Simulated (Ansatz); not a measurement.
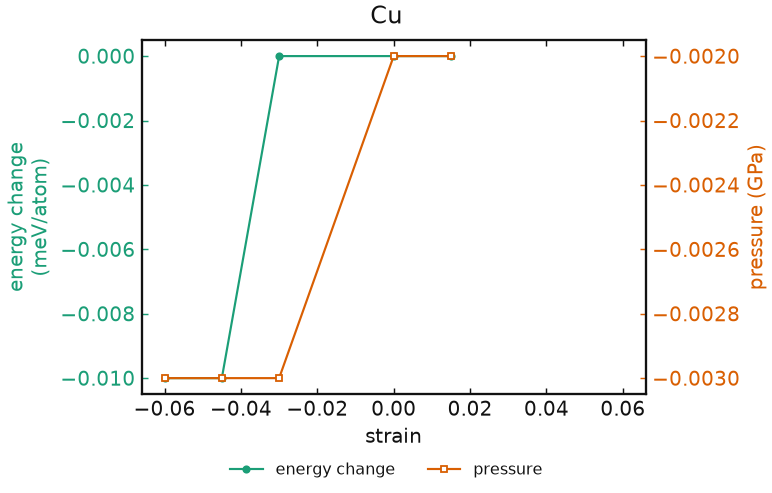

The figure shows the energy change and pressure against strain for Cu, space group P2/m (No. 10).

Starting cell:
```xyz
1
Lattice="11.5683 0.0000 0.0000 0.0000 2.2546 0.0000 -4.5949 0.0000 21.7432" Properties=species:S:1:pos:R:3 pbc="T T T"
Cu    3.4867    1.1273   10.8716
```

How it was computed, with Ansatz 0.2.0: homogeneous strain of a crystal along one Voigt pattern with engineering shear, fractional coordinates fixed, by plane-wave density functional theory with PAW datasets, free energies less that of the undisturbed cell, pressure positive in compression; scalar-relativistic. Level: PBEsol with D3(BJ), no spin polarisation.

```
       setting                                                          value
   wave cutoff                                                         420 eV
        k mesh                                                         6×26×4
   occupations                                                       Gaussian
smearing width                                                        0.15 eV
       k shift                                         (0, 0, 0) (mesh steps)
         start                                                        relaxed
strain pattern  (0, 0, 1, 0, 0, 0) (xx yy zz yz xz xy with engineering shear)
```

The points at strain 0.045 and 0.060 are left out of the plot. What values does the calculation give there?

```csv
strain,energy change (meV/atom),pressure (GPa)
0.045,0.01,-0.002
0.060,0.01,-0.002
```
